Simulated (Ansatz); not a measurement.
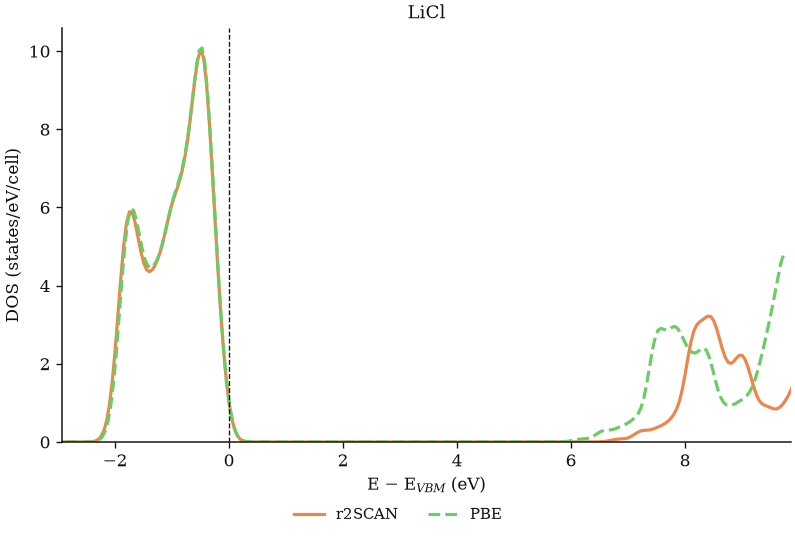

Total densities of states of LiCl, space group P2_1, 4 atoms in the cell, shear (xy) strain −3.7%, by two methods on the same cell. The curves are built from the levels of the k mesh with Gaussians 0.3 eV wide, which also blur the band edges. Each is counted from its own valence-band top.

How do the methods compare?

Answer. r2SCAN gives a gap of 6.68 eV and PBE gives a gap of 6.02 eV.

Settings. r2SCAN: DFT, r2SCAN, plane waves, PAW, no spin polarisation, 12×12×4 k mesh, 500 eV cutoff (Ansatz 0.2.0). PBE: DFT, PBE, plane waves, PAW, no spin polarisation, 12×12×4 k mesh, 420 eV cutoff, Fermi-Dirac smearing of 0.02 eV (Ansatz 0.2.0).
